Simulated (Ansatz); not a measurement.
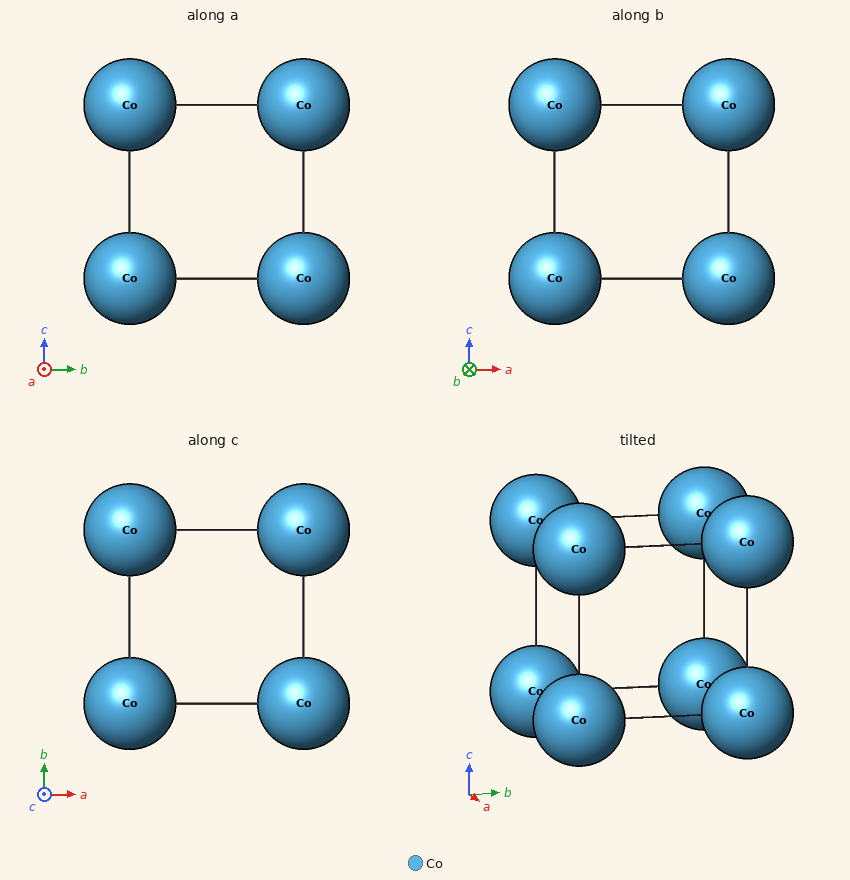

Structure drawing (spheres-only), viewed along the a axis, along the b axis, along the c axis and slightly off an axis. The wireframe shows the conventional unit cell.

Lattice parameters: a = 2.306 Å, b = 2.306 Å, c = 2.306 Å, α = 90.00°, β = 90.00°, γ = 90.00°. Put a along x and b in the xy plane.

### Convert the drawing into a POSCAR file.

```
Co
1.0
     2.306    0.000    0.000
     0.000    2.306    0.000
     0.000    0.000    2.306
Co
1
Direct
  0.0000 0.0000 0.0000
```

The structure comes from a structure type filled with this element by a generator (whether the element takes this form wasn't checked). The final geometry of a relaxation with DFT, RPBE, plane waves (420 eV) with PAW, scalar-relativistic (Ansatz) is shown.
